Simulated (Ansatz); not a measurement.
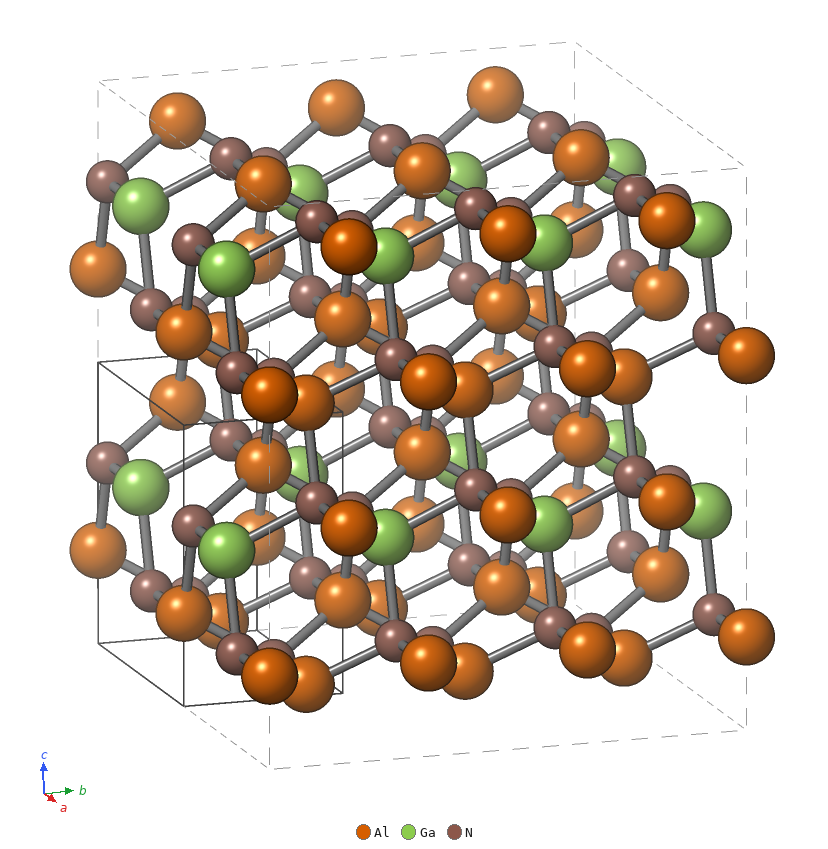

Figure: ball-and-stick view slightly off an axis. One conventional unit cell is drawn solid; the view covers 2×3×2 cells.

Al3GaN4, space group Pm (No. 6), a = 5.04 Å, b = 3.13 Å, c = 5.42 Å, α = 90.00°, β = 90.03°, γ = 90.00°.

Results below were computed with Ansatz, DFT PBEsol, scalar-relativistic, plane waves, PAW; the settings were wavefunction cutoff 420 eV, a 6×8×4 mesh of k-points, Gaussian smearing of 0.02 eV, no spin polarisation.

Q: What does the calculation say: metal or gapped?

A: An insulator at this level, with a gap of 3.48 eV on the k-mesh (the true edges may lie between mesh points, so the gap can be somewhat smaller).

Q: Under what pressure is the structure?

A: The computed pressure is 0.0 GPa, close to zero.

The structure was taken from a structure listed in the Materials Project. Earlier steps of the study, as a rule a relaxation of our own, may have changed the cell and positions, so they can lie some per cent off the listed ones. A calculation with Ansatz used it as input.
